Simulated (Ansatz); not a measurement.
# A series of single points on HfN

System: HfN (2 atoms in the cell).
Method: DFT LDA, scalar-relativistic, plane waves, PAW, no spin polarisation (Ansatz 0.2.0).

The 9 runs differ only in the geometry, by a shift of atoms along one path in a fixed cell. The shift s is measured from run 5: N2 moves along the Cartesian direction (0.58, −0.58, −0.58). The structure derives from a Materials Project entry.

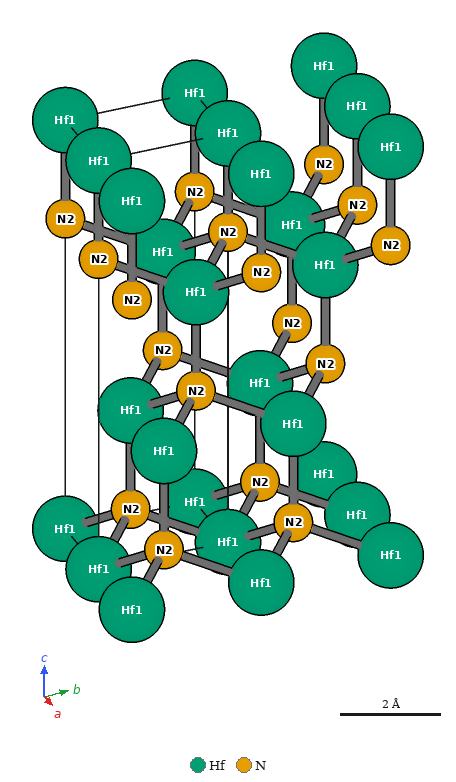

Figure 1. The structure of run 5 (ball-and-stick view of the cell 3 times as large as that of the calculation, set on its symmetry axes, repeated 2 × 2 × 1, seen slightly off an axis; atoms are numbered from 1 in the order of the input).

**Input of run 5**
```yaml
crystal:
  lattice:
    - [0.0, 2.454822, 2.454822]
    - [2.454822, 0.0, 2.454822]
    - [2.454822, 2.454822, 0.0]
  atoms:
    - { symbol: Hf, position: [0.0, 0.0, 0.0] }
    - { symbol: "N", position: [0.7235410937, 0.7588196354, 0.7588196354] }
basis:
  ecutwfc: 420
kpoints:
  mp_grid: { grid: [16, 16, 16] }
hamiltonian:
  xc: lda
scf:
  occupations: { method: gaussian, width: 0.15 }
output:
  forces: true
  stress: true
  eigenvalues: true
```

Command:
```bash
ansatz run input.yaml --threads 1 --pin off --max-ram 2560MiB --backend cpu --events-out ev --progress --plain --runs-dir out
```

Lattice vectors (Å) and fractional positions of run 5:
```
   0.000000    2.454822    2.454822
   2.454822    0.000000    2.454822
   2.454822    2.454822    0.000000
Hf  0.000000  0.000000  0.000000
N   0.723541  0.758820  0.758820
```

Run 2 differs from it as follows:
```diff
-    - { symbol: "N", position: [0.7235410937, 0.7588196354, 0.7588196354] }
+    - { symbol: "N", position: [0.8293767189, 0.7235410937, 0.7235410937] }
```

**Results, with one run withheld**

```tsv
run	shift s of N2 (Å)	free energy per atom, from the lowest run given (meV)	pressure (GPa)	force along the path (eV/Å)
1	−0.3750	168.14	−3.34	1.955
2	−0.3000	?	?	?
3	−0.2250	39.71	−7.72	1.332
4	−0.1500	0.00	−9.10	0.751
5	0.0000	2.64	−9.00	−0.951
6	0.0750	59.79	−7.00	−2.160
7	0.1500	169.43	−3.27	−3.754
8	0.1875	248.96	−0.64	−4.766
9	0.2250	349.39	2.57	−5.980
```

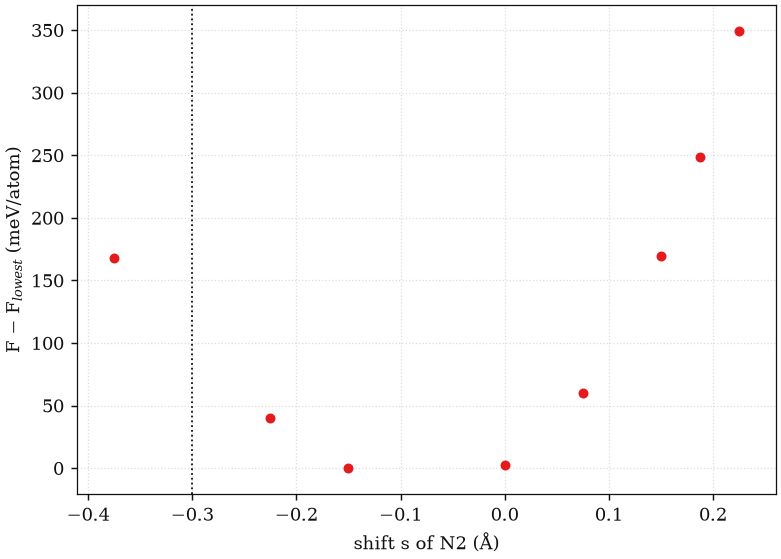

Figure 2. Free energy per atom of the runs given; the dotted line marks run 2.

What should run 2 give?

A cubic polynomial in the coordinate, fitted to the 8 runs given, misses them by at most 3.24 meV per atom. With x = s + 0.0141, it reads F = −6.8579 + 391.03 x + 3697.1 x² + 3532.9 x³ (meV per atom). At run 2 it gives 100.98 meV per atom, and the run itself gives 97.94. The slope of the fit gives a force −dF/ds of 1.713 eV/Å along the path (summed over the atoms that move), and the printed forces give 1.744 eV/Å. The fit has its minimum at s = −0.0717 Å. So low a polynomial doesn't follow these energies more closely.

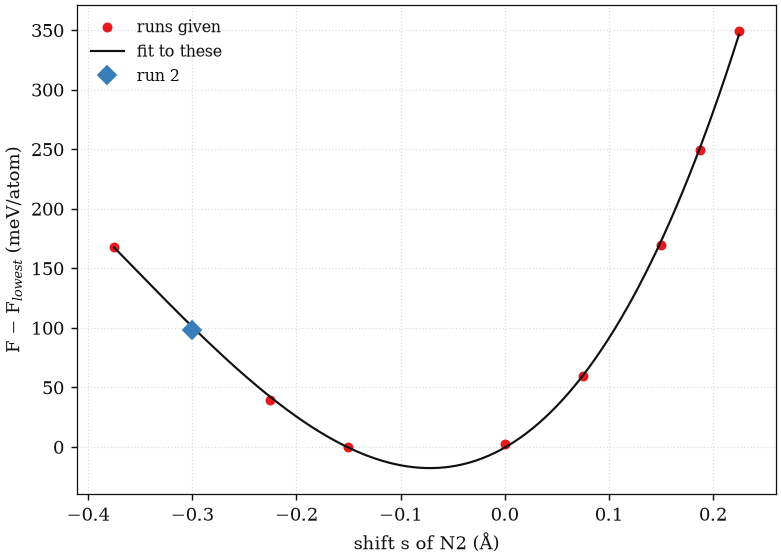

Figure 3. The fit and the withheld run.

**Output, shortened to warnings, some set-up lines, iterations and results (run 2)**
```
Basis set: ecut = 420 eV, 561 PW (Γ)
Symmetry: 6 space group operations
k-points: 417 of 4096 (time reversal used)
Initial density: superposition of atomic densities (neutral atoms: chi_scale 0, normalization atom), corrected by the library's trained network
[...]
SCF iter   1: F=—  HF=-15853.638707 eV  |F-HF|=—  |Δ(HF+E_count)|=         —  Δρ=1.46e-2  dr2=7.20e-2  ethr=1.77e-3  ⟨swp⟩=4.2  Hψ=32144  notcnv=0
SCF iter   2: F=—  HF=-15853.622924 eV  |F-HF|=—  |Δ(HF+E_count)|=   1.58e-2  Δρ=4.16e-3  dr2=3.93e-3  ethr=2.32e-4  ⟨swp⟩=1.1  Hψ=11719  notcnv=0  defer=8
SCF iter   3: F=—  HF=-15853.622300 eV  |F-HF|=—  |Δ(HF+E_count)|=   6.24e-4  Δρ=2.19e-3  dr2=1.14e-3  ethr=1.27e-5  ⟨swp⟩=2.6  Hψ=12977  notcnv=0  defer=8
SCF iter   4: F=—  HF=-15853.622161 eV  |F-HF|=—  |Δ(HF+E_count)|=   1.40e-4  Δρ=8.40e-4  dr2=1.86e-4  ethr=3.68e-6  ⟨swp⟩=2.2  Hψ=13994  notcnv=0  defer=8
SCF iter   5: F=—  HF=-15853.622073 eV  |F-HF|=—  |Δ(HF+E_count)|=   8.78e-5  Δρ=3.25e-4  dr2=3.02e-5  ethr=5.99e-7  ⟨swp⟩=2.7  Hψ=15635  notcnv=0  defer=8
SCF iter   6: F=—  HF=-15853.622072 eV  |F-HF|=—  |Δ(HF+E_count)|=   1.48e-6  Δρ=6.97e-5  dr2=2.01e-6  ethr=9.75e-8  ⟨swp⟩=3.0  Hψ=14562  notcnv=0  defer=8
SCF iter   7: F=—  HF=-15853.622072 eV  |F-HF|=—  |Δ(HF+E_count)|=   9.80e-8  Δρ=2.54e-5  dr2=1.72e-7  ethr=6.48e-9  ⟨swp⟩=2.0  Hψ=14369  notcnv=0  defer=8
SCF iter   8: F=-15853.622071 eV  HF=-15853.622071 eV  |F-HF|=4.46e-9  |Δ(HF+E_count)|=   5.08e-8  Δρ=5.92e-6  dr2=8.99e-9  ethr=3.23e-10  ⟨swp⟩=5.6  Hψ=31979  notcnv=0
SCF 1 converged in 8 iterations: F = -15853.622071 eV  dr2 = 8.99e-9
SCF converged after 8 iterations
Free energy (F): -15853.622071 eV
Harris-Foulkes:  -15853.622071 eV  (|F-HF|=4.46e-9)
Internal energy: -15853.612753 eV  (E = F + TS)
E sigma→0 (E₀):  -15853.617412 eV
Entropy (-TS):   -0.009319 eV (-4.659 meV/atom)
Fermi energy:    17.401242 eV
--- Per-component energies (eV) ---
  E_band       = -5.445997
  E_kinetic    = 554.065643
  E_local      = -5673.913780  (includes V_loc(G=0)·N_el)
  E_nonlocal   = -1184.842340
  E_hartree    = 2623.716457
  E_xc         = -356.742829
  E_vxc        = -342.249862  (∫ρ·V_xc dr)
  E_paw        = -6804.119751  (= ΣΔE_a)
  E_vpaw       = 1394.062541  (= ΣTr[D̂ρ^β])
  E_aug_tail   = 0.000090  (compensation charges beyond the density's cutoff)
  E_ewald      = -5014.313530
  E_core_change = 2.537287  (= ΣΔE_core)
  E_smearing   = -0.009319  (= −TS)
  E_closure    = 0.000000  (closes the sum)
  Σ components = -15853.622071   (vs F -15853.622071, Δ=0.00e0)
--- Forces (eV/Å), atoms counted from 1 ---
  atom   1  Hf    -1.00706319     1.00706319     1.00706319
  atom   2  N      1.00704256    -1.00704256    -1.00704256
  max |Σ_I F_I| component: 2.06e-5 eV/Å
--- Stress (GPa, compression-positive) ---
       -5.730201       4.518046       4.518046
        4.518046      -5.730201      -4.518046
        4.518046      -4.518046      -5.730201
  P = ⅓ Tr σ = -5.7302 GPa (-57.302 kbar)
```

Notes: Spin–orbit coupling is left out, which matters for Hf. The cell holds an odd number of electrons but the run has no spin polarisation, so it comes out as a metal.
